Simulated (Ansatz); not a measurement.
Structure (in its standard cell), coordinates from a relaxation with DFT PBEsol, scalar-relativistic, plane waves, PAW in Ansatz 0.2.0; the starting structure was generated, so it need not be a known form of this composition:

```xyz
36
Lattice="5.5853 0.0000 0.0000 -2.7926 4.8370 0.0000 0.0000 0.0000 28.3967" Properties=species:S:1:pos:R:3 pbc="T T T"
Ta   -1.3840    4.0237   25.0133
Ta    0.0000    1.6265   25.0133
Ta    1.3840    4.0237   25.0133
Ta   -1.4086    4.0379   22.3146
Ta    1.4086    4.0379   22.3146
Ta    0.0000    1.5981   22.3146
Ta    1.4150    2.4077   20.0828
Ta    2.7926    0.0216   20.0828
Ta    4.1703    2.4077   20.0828
Ta    4.1703    0.8169   27.2451
Ta    1.4150    0.8169   27.2451
Ta    2.7926    3.2031   27.2451
Ta    4.2013    0.7991    6.0821
Ta    2.7926    3.2389    6.0821
Ta    1.3840    0.7991    6.0821
Ta    4.1766    0.8133    3.3835
Ta    1.4086    0.8133    3.3835
Ta    2.7926    3.2104    3.3835
Ta   -1.3776    4.0200    1.1516
Ta    0.0000    1.6339    1.1516
Ta    1.3776    4.0200    1.1516
Ta    1.3776    2.4293    8.3139
Ta   -1.3776    2.4293    8.3139
Ta    0.0000    4.8154    8.3139
Ta    1.4086    2.4114   15.5477
Ta    2.7926    0.0142   15.5477
Ta    4.1766    2.4114   15.5477
Ta    1.3840    2.4256   12.8490
Ta   -1.3840    2.4256   12.8490
Ta    0.0000    4.8228   12.8490
Ta    4.2076    0.7954   10.6172
Ta    2.7926    3.2462   10.6172
Ta    1.3776    0.7954   10.6172
Ta   -1.4150    4.0416   17.7795
Ta    1.4150    4.0416   17.7795
Ta    0.0000    1.5908   17.7795
```

Question: What does the kinematic electron diffraction pattern along [001] look like at 200 kV (B = 0.5 Å²)?

Answer: The spots form a hexagonal net with both shortest vectors at d = 2.79 Å, 60.0° apart. They are 2 -1 0 and 1 1 0. The pattern has symmetry 6mm. The lattice centring (R) removes all reflections that break −h + k + l = 3n.

Strongest reflections with d > 0.86 Å, one of each family (|F|² from tabulated Gaussian fits of the electron scattering factors, times a small damping for the curvature of the Ewald sphere):

```csv
hkl,d (Å),I (strongest = 100)
4 -2 0,1.396,100
2 -1 0,2.793,39
3 0 0,1.612,15
5 -1 0,1.056,6
6 -3 0,0.931,4
```

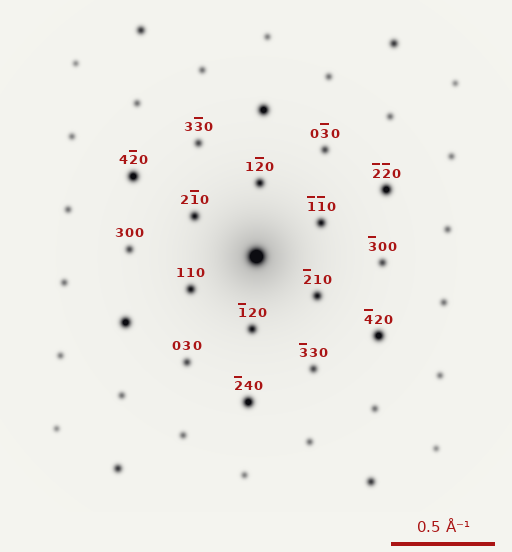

Calculated pattern, seen from the source side with [001] pointing towards the source.
